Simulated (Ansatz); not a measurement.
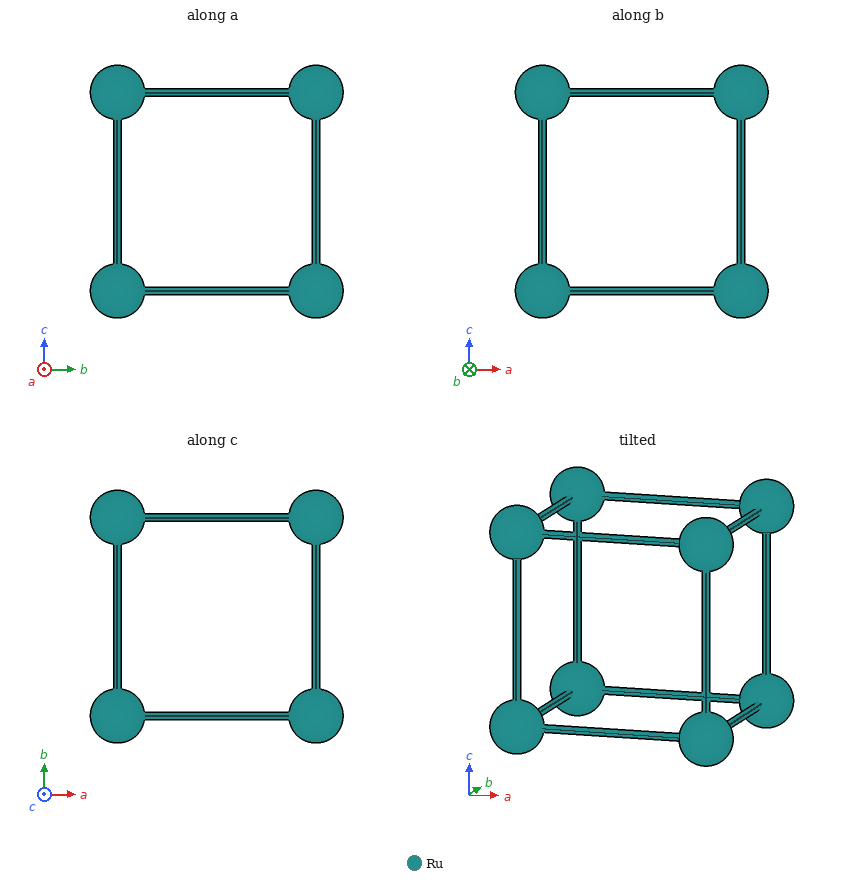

This ball-and-stick model is shown along the a axis, along the b axis, along the c axis and slightly off an axis. Lines trace the edges of the conventional unit cell.

Lattice parameters: a = 2.387 Å, b = 2.387 Å, c = 2.387 Å, α = 90.00°, β = 90.00°, γ = 90.00°.

> Transcribe the picture into a table of Wyckoff sites.

Space group Pm-3m (No. 221).
```json
{"atom": "Ru", "site": "1a", "x": "0.0000", "y": "0.0000", "z": "0.0000"}
```

The starting point was a structure type filled with this element by a generator (whether the element takes this form wasn't checked). Earlier steps of the study may have refined or changed the cell and positions. Ansatz was used for an electronic-structure calculation on it.

At this level of theory the cell isn't at rest (compressed, at 42 GPa), so its distances can differ from those at equilibrium, the more so the softer the solid.
